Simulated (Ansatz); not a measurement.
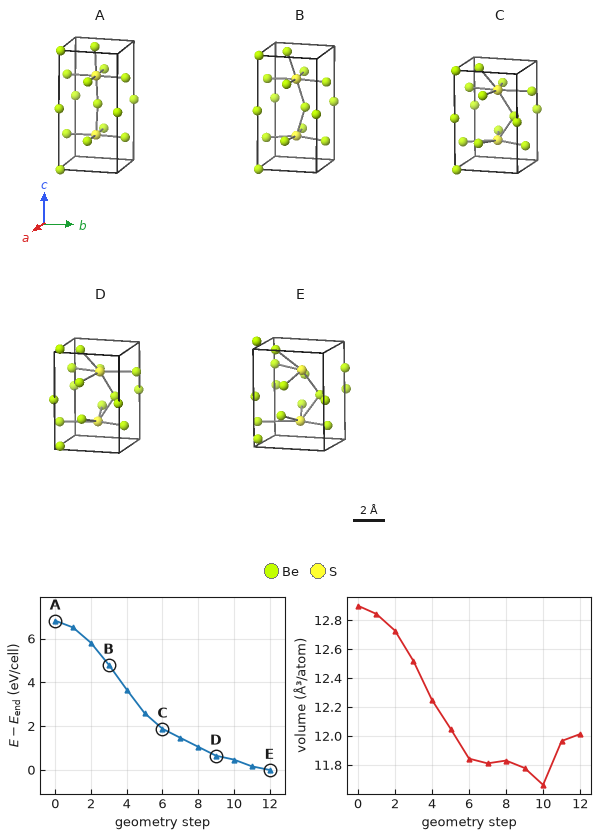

Frames of a relaxation of crystalline Be$_{4}$S (a generated structure, set up in P1) (coarse preliminary run), marked on the history of the run. Style: ball-and-stick. Shown: the cell of the calculation, slightly off an axis.

Theory: DFT PBE, scalar-relativistic, plane waves, PAW (Ansatz 0.2.0).

Input file:
```yaml
crystal:
  lattice:
    - [3.9533068976, 0.0152069422, -0.028993673]
    - [0.0152069422, 4.0363474761, 0.0056600764]
    - [-0.057987346, 0.0113201527, 8.0852602481]
  atoms:
    - { symbol: Be, position: [0.0032003399, 0.4908240093, 0.2519742737] }
    - { symbol: Be, position: [0.0042011971, 0.4941674406, 0.7498726716] }
    - { symbol: Be, position: [0.5014445831, 0.9973853364, 0.2451782314] }
    - { symbol: Be, position: [0.4939744381, 0.998283233, 0.7442451006] }
    - { symbol: Be, position: [0.5189735934, 0.4775681587, -0.0072897929] }
    - { symbol: Be, position: [0.4992456124, 0.5231122365, 0.5129558062] }
    - { symbol: Be, position: [-0.0017382766, 0.0044356069, 0.5095516046] }
    - { symbol: Be, position: [-0.0162508969, 0.022453101, -0.0043199152] }
    - { symbol: S, position: [0.4993408645, 0.496911701, 0.2509385854] }
    - { symbol: S, position: [0.497608545, 0.4948591766, 0.7468934345] }
basis:
  ecutwfc: 420
kpoints:
  mp_grid: { grid: [6, 6, 4] }
hamiltonian:
  xc: pbe
scf:
  occupations: { method: gaussian, width: 0.2 }
  lower_state_search: "off"
output:
  forces: true
  stress: true
  eigenvalues: true
relax:
  adjacent_minimum: "off"
  f_tol: 0.025
  max_steps: 60
  cell: { stress_tol: 0.25 }
```

Run as
```bash
ansatz run input.yaml --threads 1 --pin off --max-ram 2048MiB --backend cpu --events-out ev --progress --plain --runs-dir out
```

### What happens along the run?

The run was cut off at its time limit before the relaxation converged, so the last structure is only a point on the way. Over 12 geometry steps the energy falls by 6.821 eV per cell of the calculation. Largest force component: 1.7 eV/Å at the start, 0.49 eV/Å at the end. The pressure goes from 0.49 to −0.75 GPa. The atom that moves furthest relative to the cell is Be5 (1.45 Å roughly along [2 −3 0]). Largest moves by element: Be 1.45 Å, S 0.28 Å. The volume changes by −6.9 %, with a 3.953 → 3.851 Å (−2.6 %), b 4.036 → 4.753 Å (+17.8 %), c 8.085 → 6.648 Å (−17.8 %), α 89.8° → 91.2°, β 90.8° → 89.3°, γ 89.6° → 99.0°. Near-neighbour distances that change, for instance: Be8–S9 3.470 → 2.231 Å, Be4–S10 2.032 → 2.903 Å, Be3–S9 2.017 → 2.833 Å, Be5–S10 1.989 → 2.296 Å. New bonds form: Be8–S9 (3.47 → 2.23 Å). Bonds break: Be4–S10 (2.03 → 2.90 Å). Bond angles that change, for instance: S9–Be5–S10 173.9° → 85.9°, S9–Be6–S10 173.7° → 106.4°, Be1–S9–Be1 178.5° → 127.7°. The space group stays P1 (No. 1). From step 0 to 3: Be6 moves most (0.53 Å), volume −3.0 %, energy −2.016 eV per cell of the calculation. From step 3 to 6: Be6 moves most (0.57 Å), volume −5.4 %, energy −2.920 eV per cell of the calculation. From step 6 to 9: Be atoms move most (0.48 Å), volume −0.5 %, energy −1.235 eV per cell of the calculation. From step 9 to 12: Be atoms move most (0.46 Å), volume +2.0 %, energy −0.650 eV per cell of the calculation.
